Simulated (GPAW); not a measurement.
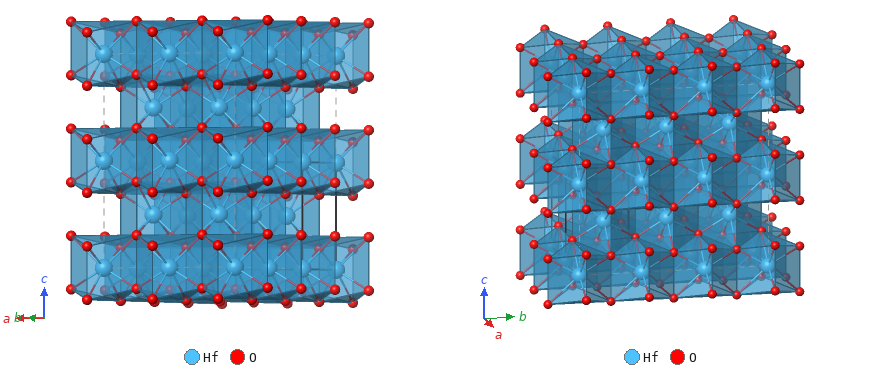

Polyhedra are drawn about Hf (bonds: Hf–O below 2.7 Å); other atoms are plain spheres. Two views of the same piece.

System HfO2 (space group P4_2/nmc, No. 137); source of the atomic positions: a cell listed in the Materials Project, as set up for an electronic-structure calculation.

Sharing among the drawn polyhedra:

```
site  polyhedron  corner-sharing neighbours  edge-sharing  face-sharing   bond (Å)
  Hf   HfO8 cube                          0            12             0  2.05–2.37
```

They form a three-dimensional framework of edge-sharing cubes.
